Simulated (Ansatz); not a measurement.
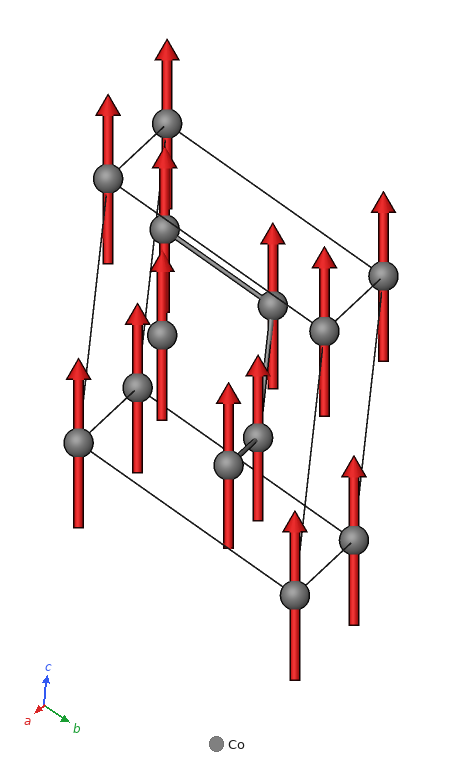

Structure drawing (ball-and-stick), viewed slightly off an axis. The frame is the cell (the run's own, in a reduced setting); atoms at its boundary are shown with their periodic copies. Arrows are the site magnetic moments above 0.25 μB; longer means larger, and red and blue are up and down (without spin-orbit coupling the axis itself is arbitrary).

This is the state reached for Co. Method used: Ansatz 0.2.0, DFT PBEsol, scalar-relativistic, plane waves, PAW. It ran with cutoff 420 eV, k-points about 0.12 Å⁻¹ apart, Gaussian smearing of 0.15 eV, collinear spins.

Question: What is the magnetic arrangement?

Answer: Ferromagnetic (within this cell). Site moments: 6 Co +1.8 to +1.9 μB. The net spin moment of the whole cell is 10.5 μB, including what lies between the atoms and on sites without an arrow.

Provenance: a structure listed in the Materials Project. The cell was then strained or its atoms displaced on purpose. It went into a calculation with Ansatz.

At this level of theory the run's own cell isn't at rest (stretched, at -14 GPa), so its distances can differ from those at equilibrium, the more so the softer the solid, and its magnetic state may change on relaxation.
